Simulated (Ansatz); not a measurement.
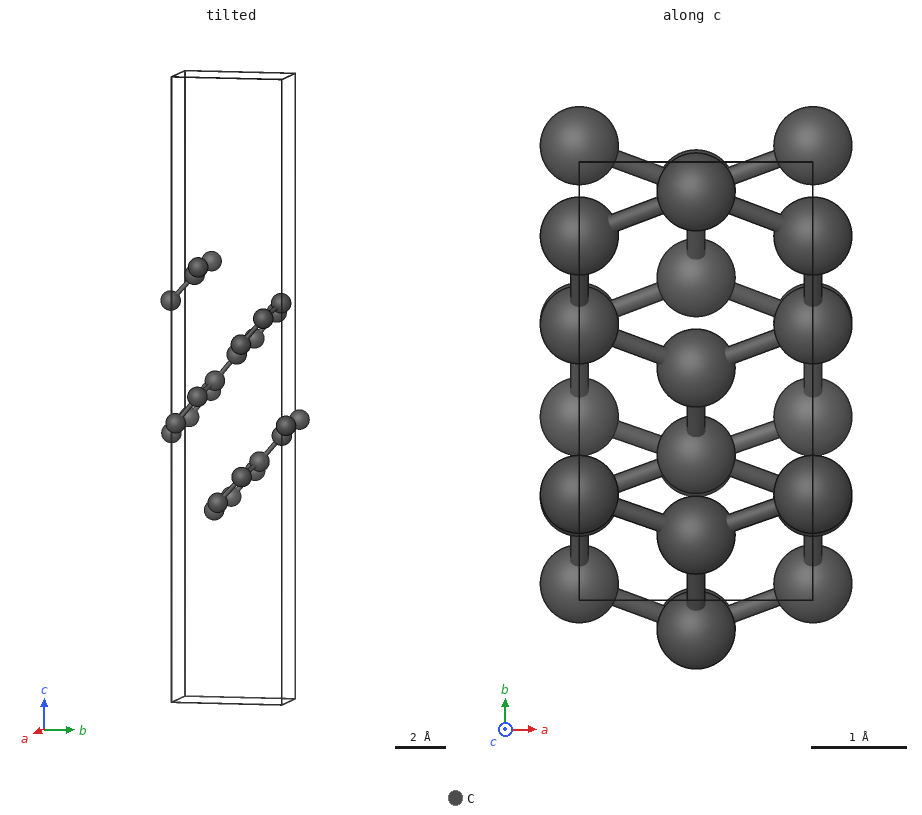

Shown here is a ball-and-stick view of the crystal, taken slightly off an axis and along the c axis. Lines trace the edges of the simulation cell.

The element is carbon. The cell holds 14 atoms. Counting contacts within bonding distance, the coordination numbers are C 2 to 3 (mean 2.9). The bonds build C chains along [100].

Origin of the cell: a structure listed in the Materials Project, from which a slab was cut. The atoms were relaxed in a fixed cell with DFT PBEsol, scalar-relativistic, plane waves, PAW (Ansatz).
